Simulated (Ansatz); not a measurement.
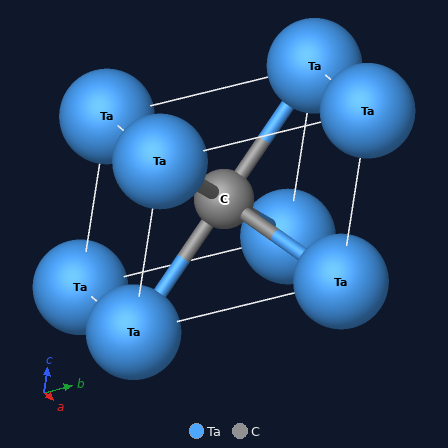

System: a slab cut from TaC (slab content Ta₇C₇), space group Fm-3m (No. 225). The picture shows the bulk cell.

The given structure:
```
CELL_PARAMETERS angstrom
0.00000 2.23100 2.23100
2.23100 0.00000 2.23100
2.23100 2.23100 0.00000
ATOMIC_POSITIONS crystal
Ta 0.00000 0.00000 0.00000
C 0.50000 0.50000 0.50000
```

Calculation (Ansatz 0.2.0): spacing and rumpling of the atomic planes of a slab cut from the relaxed bulk cell along the Miller plane (conventional indices), bottom to top, after all atoms relax, plane waves with PAW datasets, Γ-centred k mesh. Level: r2SCAN, no spin polarisation.

| setting | value |
| --- | --- |
| space group in which the indices count | 225 |
| Miller index h | 1 |
| Miller index k | 1 |
| Miller index l | 0 |
| top plane | TaC |
| bottom plane | TaC |
| planes | 7 |
| surface cell | (1, 1) |
| slab thickness as cut | 9.47 Å |
| vacuum | 15 Å |
| surface area | 14.08 Å² |
| surface a | 3.155 Å |
| surface b | 4.462 Å |
| surface angle | 90 ° |
| slab atoms | 14 |
| wave cutoff | 500 eV |
| k mesh | 11×8×1 |
| occupations | Gaussian |
| smearing width | 0.1 eV |
| boundary | dipole corrected |

Predict the spacing change of each pair of planes. The cases: 1–2; 2–3; 3–4; 4–5; 5–6; 6–7.

The least value, −0.144 Å, is that of 1–2 and 6–7, and the largest, 0.046 Å, that of 2–3 and 5–6. In rising order: 1–2 (−0.144), 6–7 (−0.144), 3–4 (0.006), 4–5 (0.006), 2–3 (0.046), 5–6 (0.046), in Å. The spacing to next, in Å, is 1.433 for 1–2, 1.623 for 2–3, 1.584 for 3–4, 1.584 for 4–5, 1.623 for 5–6 and 1.433 for 6–7.

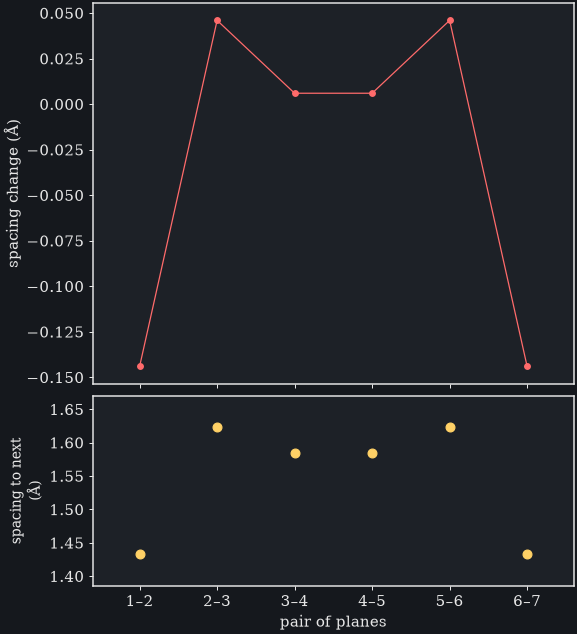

Caveats: coarse k mesh; k mesh lowers the symmetry; xc potential rough in thin density.
